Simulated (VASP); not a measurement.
**Energy of TaAs along an even scaling of the cell**

System: TaAs (I4₁md, 4 atoms in the cell).
Method: Kohn-Sham DFT of a periodic cell, PBEsol, VASP PAW PBE potentials, recommended, no spin polarisation (VASP 6.6.1).

The 7 runs differ only in the geometry, by an even scaling of the cell at fixed fractional positions. The structure derives from a Materials Project entry.

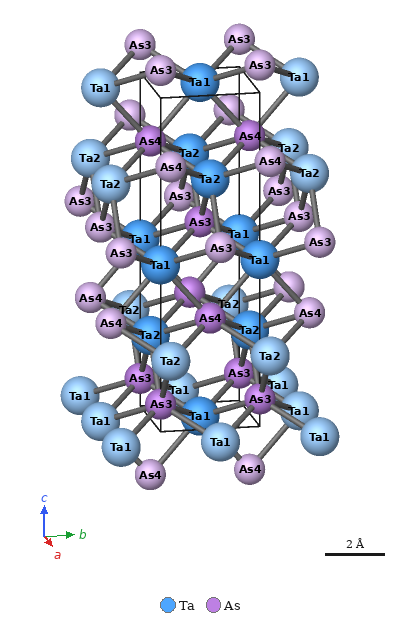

Figure 1. The structure of run 4 (ball-and-stick view of the cell 2 times as large as that of the calculation, set on its symmetry axes, seen slightly off an axis; neighbours outside the cell are drawn fainter; atoms are numbered from 1 in the order of the input). An atom can appear more than once, as a periodic image.

**INCAR of run 4**
```
  PREC = Accurate
  ENCUT = 520
  EDIFF = 1E-7
  ISMEAR = -1
  SIGMA = 0.05
  LREAL = False
  LASPH = True
  NELM = 60
  ALGO = Normal
  ISIF = 2
  LWAVE = False
  LCHARG = True
  GGA = PS
  LELF = True
  LVHAR = True
  NBANDS = 24
```

**KPOINTS of run 4**
```
Automatic mesh
0
Gamma
  11 11 11
```

**POSCAR of run 4**
```
TaAs
1.0
   -1.7218133622      1.7218133622      5.8679415361
    1.7218133622     -1.7218133622      5.8679415361
    1.7218133622      1.7218133622     -5.8679415361
Ta As
2 2
Direct
    0.4999673000      0.4999673000      0.0000000000
    0.2499673000      0.7499673000      0.5000000000
    0.0826321200      0.0826321200      0.0000000000
    0.8326321200      0.3326321200      0.5000000000
```

Command:
```bash
cat potpaw_PBE.64/Ta_pv/POTCAR potpaw_PBE.64/As/POTCAR > POTCAR
mpirun -np 1 vasp_std > vasp.out
```

Lattice vectors (Å) and fractional positions of run 4:
```
  -1.721813    1.721813    5.867942
   1.721813   -1.721813    5.867942
   1.721813    1.721813   -5.867942
Ta  0.499967  0.499967 -0.000000
Ta  0.249967  0.749967  0.500000
As  0.082632  0.082632  0.000000
As  0.832632  0.332632  0.500000
```

Run 3 has the same physical settings and fractional positions; its lattice vectors (Å) are:
```
  -1.710257    1.710257    5.828558
   1.710257   -1.710257    5.828558
   1.710257    1.710257   -5.828558
```

**Results, with one run withheld**

```tsv
run	volume per atom (Å³)	free energy per atom, from the lowest run given (meV)	pressure (GPa)
1	16.353	18.33	9.49
2	16.700	2.86	4.78
3	17.048	?	?
4	17.396	0.00	−3.23
5	17.744	10.69	−6.61
6	18.092	28.34	−9.64
7	18.440	52.23	−12.35
```

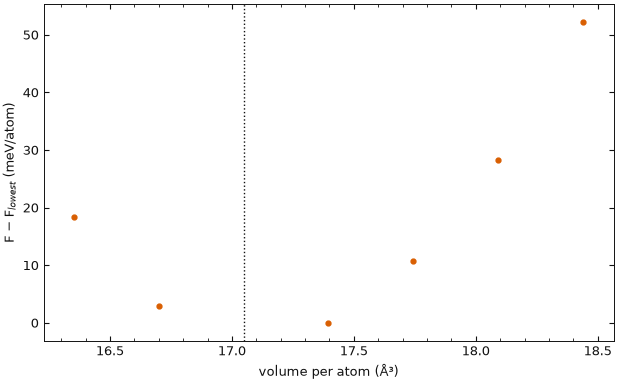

Figure 2. Free energy per atom of the runs given; the dotted line marks run 3.

Estimate the energy of run 3 from the others.

A cubic polynomial in V^(−2/3) (the Birch–Murnaghan form), fitted to the 6 runs given, misses them by at most 0.01 meV per atom. With x = V^(−2/3) − 0.14876 Å⁻², it reads F = 0.68603 − 3879.6 x + 1.0134e+06 x² + 1.6971e+06 x³ (meV per atom). At run 3 it gives −2.92 meV per atom, and the run itself gives −2.91. The slope of the fit gives a pressure −dF/dV of 0.59 GPa there, and the run prints 0.55 GPa. The fit has its minimum at 17.099 Å³ per atom, where V d²F/dV² gives 193 GPa. Cell shape and fractional positions are held, so this is the stiffness under even scaling; the relaxed bulk modulus wasn't computed.

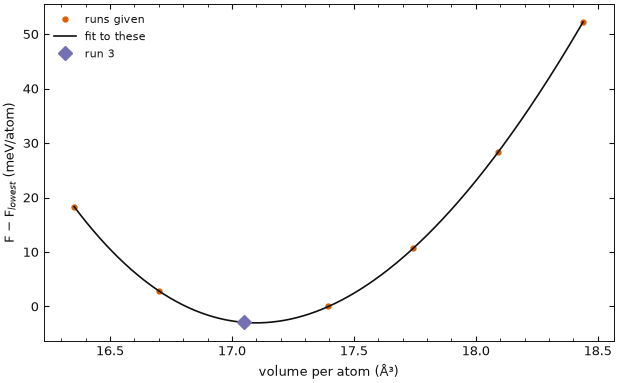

Figure 3. The fit and the withheld run.

**OSZICAR and lines of OUTCAR (run 3)**
```
N       E                     dE             d eps       ncg     rms          rms(c)
DAV:   1     0.235494170714E+03    0.23549E+03   -0.16473E+04  6064   0.129E+03
DAV:   2    -0.298103215069E+02   -0.26530E+03   -0.25367E+03  7056   0.351E+02
DAV:   3    -0.394090054841E+02   -0.95987E+01   -0.93934E+01  7952   0.605E+01
DAV:   4    -0.395321250742E+02   -0.12312E+00   -0.12298E+00  6872   0.695E+00
DAV:   5    -0.395335615686E+02   -0.14365E-02   -0.14361E-02  7864   0.666E-01    0.223E+01
DAV:   6    -0.378615578951E+02    0.16720E+01   -0.38974E+00  7232   0.126E+01    0.955E+00
DAV:   7    -0.377457224101E+02    0.11584E+00   -0.41815E-01  7992   0.414E+00    0.266E+00
DAV:   8    -0.377264885156E+02    0.19234E-01   -0.32821E-02  6840   0.875E-01    0.233E-01
DAV:   9    -0.377262574662E+02    0.23105E-03   -0.25394E-03  7568   0.274E-01    0.111E-01
DAV:  10    -0.377262320361E+02    0.25430E-04   -0.25810E-04  7168   0.128E-01    0.186E-02
DAV:  11    -0.377262282345E+02    0.38016E-05   -0.11797E-05  7712   0.223E-02    0.117E-02
DAV:  12    -0.377262260352E+02    0.21993E-05   -0.36786E-06  7440   0.142E-02    0.117E-03
DAV:  13    -0.377262260790E+02   -0.43877E-07   -0.12698E-07  5088   0.246E-03
   1 F= -.37726226E+02 E0= -.37723906E+02  d E =-.464071E-02
[... from OUTCAR:]
  free energy    TOTEN  =       -37.72622608 eV
  energy without entropy =      -37.72158537  energy(sigma->0) =      -37.72390572
 E-fermi :   7.0083     XC(G=0): -12.1102     alpha+bet :-13.4943
  free  energy   TOTEN  =       -37.7262260790 eV
  energy  without entropy=      -37.7215853658  energy(sigma->0) =      -37.72390572
```

Notes: Spin–orbit coupling is left out, which matters for Ta.
